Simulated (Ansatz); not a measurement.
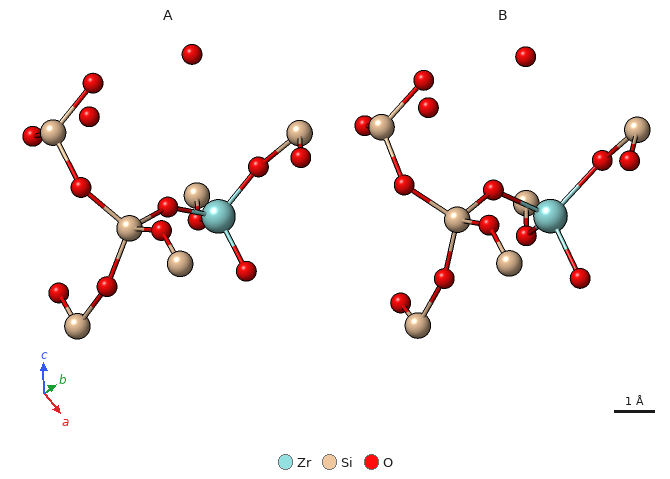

Two geometries of a defect cell of composition ZrSi₁₅O₃₂, drawn at one scale. One is the start of a relaxation, the other its converged end. The picture is a ball-and-stick view of the atoms within 4.2 Å of the atom that moves most (axes of the cell of the calculation), seen slightly off an axis.

Method: DFT PBE, scalar-relativistic, plane waves, PAW in Ansatz 0.2.0. Set-up: plane-wave cutoff 420 eV; k-point mesh 2 × 2 × 2; occupations gaussian; smearing width 0.01 eV; mesh shifted by (0.5, 0.5, 0.5); no spin polarisation; atoms relaxed in a fixed cell; force threshold 0.025 eV/Å; at most 45 steps.

Q: Which geometry has the lower energy?

A: Structure B is the relaxed one. Case: Zr on a Si site (a), charge +0, atoms relaxed at the host's cell. After 6 geometry steps the energy has fallen by 9.824 eV per cell of the calculation. The largest force component goes from 18 to 0.025 eV/Å. The largest moves, 0.52 Å, are those of O atoms. By element the largest moves are O 0.52 Å, Si 0.29 Å, Zr 0.08 Å. The cell doesn't change. Some distances before and after: O–Zr 1.625 → 1.959 Å, O–Si 1.625 → 1.635 Å. Among the angles between lasting bonds that change: Zr–O–Si 149.0° → 130.9°, Si–O–Si 149.0° → 160.0°, Si–O–Si 149.0° → 138.4°.
